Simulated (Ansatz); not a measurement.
A periodic structure is given below.

```
Cd S
1.0
     5.26577    0.00000    0.00000
     0.00000    5.26577    0.00000
     0.00000    0.00000    5.26577
Cd S
4 4
Direct
  0.00000 0.00000 0.00000
  0.00000 0.50000 0.50000
  0.50000 0.00000 0.50000
  0.50000 0.50000 0.00000
  0.50000 0.00000 0.00000
  0.50000 0.50000 0.50000
  0.00000 0.00000 0.50000
  0.00000 0.50000 0.00000
```

> Interpret the file: composition, symmetry and coordination.

The stoichiometry is CdS. The space group is Fm-3m (No. 225); the lattice is face-centred cubic. Type of structure: rock salt (NaCl type). It has 8 atoms to the cell (4 Cd, 4 S). Cd sits among six S in an octahedral arrangement at 2.63 Å. S is surrounded by six Cd in an octahedral arrangement at 2.63 Å. The bonds build a three-dimensional framework.

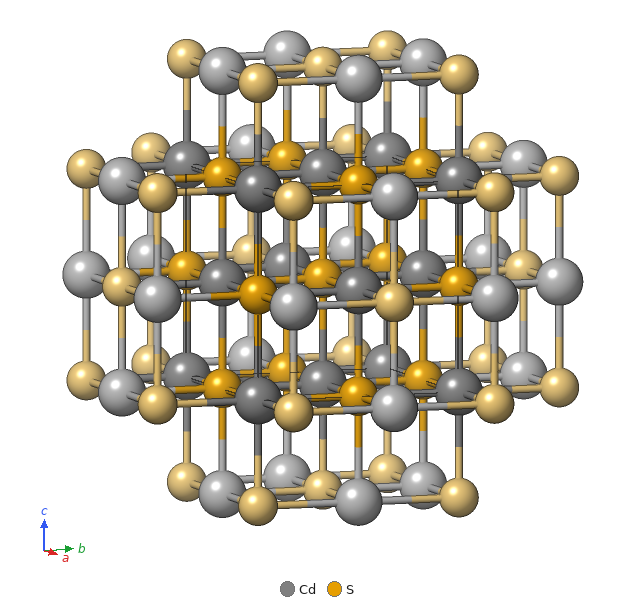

The structure above is drawn in ball-and-stick style and viewed slightly off an axis. The parallelepiped is the conventional unit cell. The first bonded neighbours in the surrounding cells are also shown, in fainter colours. Colours: cadmium grey, sulfur orange.

The initial geometry was a structure listed in the Materials Project. The cell was then strained or its atoms displaced on purpose. It was run through Ansatz as a DFT input.

At this level of theory the cell isn't at rest (compressed, at 12 GPa), so its distances can differ from those at equilibrium, the more so the softer the solid.
